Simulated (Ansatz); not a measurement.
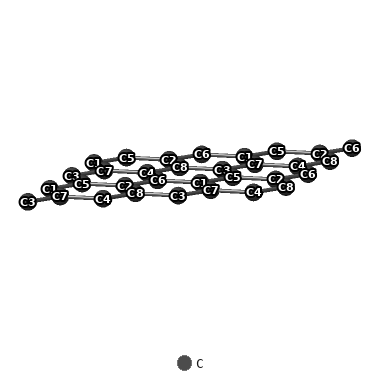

The system is H on a two-dimensional sheet of C (8 atoms of substrate and one adsorbate in a 2 × 2 cell); the picture shows it without the atoms that are moved over the map. H is moved along a line over the surface and along the normal, above a rigid substrate. Coordinates scanned: (1) position of H9 along the first surface vector, from above C1; (2) height of H9 above the plane of C1. The scan uses a 6 × 7 grid; 26 points were computed and 13 follow by symmetry. At 3 points there is no value (left out of the scan, as a rule where atoms come close). Points are written as (first, second). Energies: eV, counted from the lowest grid point. Energies and slopes of some neighbouring points disagree (a jump in structure or state, or too coarse a mesh). Theory: DFT PBE+D3(BJ), scalar-relativistic, plane waves, PAW in Ansatz. Settings: cutoff 420 eV, k-mesh 6×6×1, gaussian smearing 0.1 eV, spin-polarised.

Range: position of H9 along the first surface vector from 0.00 to 2.05 Å; height of H9 above the plane of C1 from 0.25 to 2.83 Å.

> Predict the map.

The lowest grid point is at (1.23 Å, 2.83 Å) [nearest 1 C at 2.92 Å]. It lies at the edge of the scanned range, so the true minimum may lie outside. Other grid points that lie below all their neighbours: (0.00 Å, 1.23 Å) [nearest 1 C at 1.23 Å] (0.10 eV higher). The highest grid point, (0.00 Å, 0.58 Å) [nearest 1 C at 0.58 Å], lies 15.4 eV above the lowest.

```tsv
second ↓, first →	0.00	0.41	0.82	1.23	1.64	2.05
2.83	0.0	0.0	0.0	0.0	0.0	0.0
2.13	0.1	0.1	0.1	0.1	0.1	0.1
1.63	0.3	0.4	0.4	0.4	0.4	0.4
1.23	0.1	0.3	0.5	0.6	0.5	0.3
0.90	1.4	1.0	0.8	0.9	0.8	1.0
0.58	15.4	7.4	2.9	3.0	2.9	7.4
0.25	–	–	7.1	7.6	7.1	–
```

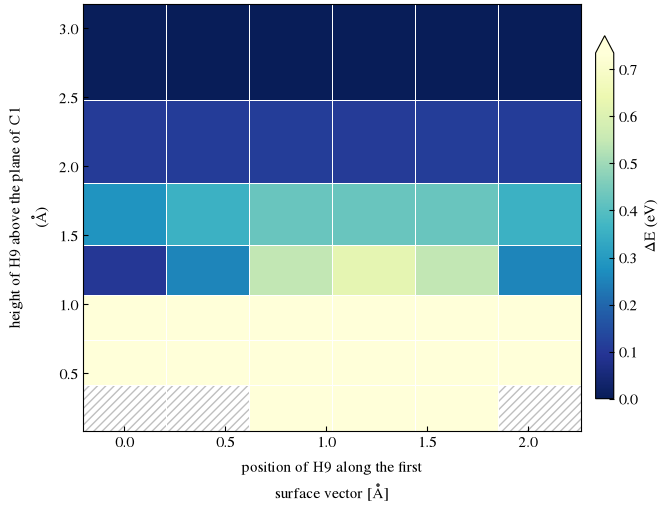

Drawn: one coloured cell a grid point, one colour for all values above the top of the scale, hatched blanks where no value was computed.

The whole map (26 points run) took 6 min on 1 thread of AMD EPYC 9R45 96-Core Processor (Zen 5) (shared host).

PAW datasets: the set soft_1.
